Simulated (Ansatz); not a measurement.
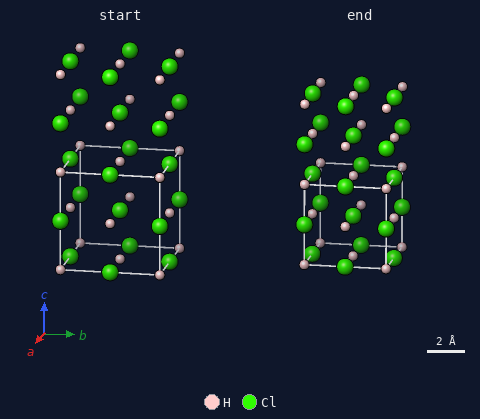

The structure of solid HCl (set up in Fm-3m) before (left) and after (right) a relaxation, at one scale.

A ball-and-stick model of the conventional cell (4 times the calculation's cell), repeated 1 × 1 × 2 with one cell outlined, seen slightly off an axis. Lengths and directions refer to the drawn axes.

These are results of Ansatz 0.2.0, DFT, PAW plane waves, r2SCAN, not measurements.

Input
```yaml
crystal:
  lattice:
    - [0.0, 2.744997, 2.744997]
    - [2.744997, 0.0, 2.744997]
    - [2.744997, 2.744997, 0.0]
  atoms:
    - { symbol: H, position: [0.0, 0.0, 0.0] }
    - { symbol: Cl, position: [0.5, 0.5, 0.5] }
  symmetry: { tolerance: 0.0003 }
kpoints:
  mp_grid: { grid: [6, 6, 6], shift: [0.5, 0.5, 0.5] }
magnetization:
  spin_polarized: false
scf:
  occupations: { method: methfessel_paxton, width: 0.001 }
  eigensolver: { kind: davidson }
hamiltonian:
  pseudopotentials: { kind: paw }
  xc: r2scan
basis:
  ecutwfc: 500
output:
  forces: true
  stress: true
  eigenvalues: true
  write_density: true
  write_potential: true
  elf: true
  volumetric_format: npy
relax:
  max_steps: 40
  cell: {}
```

Launched with:
```bash
ansatz run input.yaml --threads 1 --pin off --max-ram 2560MiB --backend cpu --events-out ev --progress --plain --runs-dir out
```

Question: Summarise the run.

Answer: Over 7 accepted moves (8 points after the start) the energy falls by 484 meV per atom. All forces vanish by symmetry, so only the cell relaxes. Pressure: −9.98 GPa at the start and −0.03 GPa at the end. The SCF was repeated once at an unchanged geometry on a basis and grid sized afresh for the cell, which shifted the energy by 0.6 meV per atom at most. The atoms keep their places relative to the cell (all moves are under 0.005 Å). Cell: a = b = c 5.490 → 4.520 Å (−17.7 %), α 90.0° → 89.5°, β 90.0° → 89.5°, γ 90.0° → 89.5°. Volume −44.2 %. The space group (tolerance 0.01 Å) goes from Fm-3m (No. 225) to R-3m (No. 166).
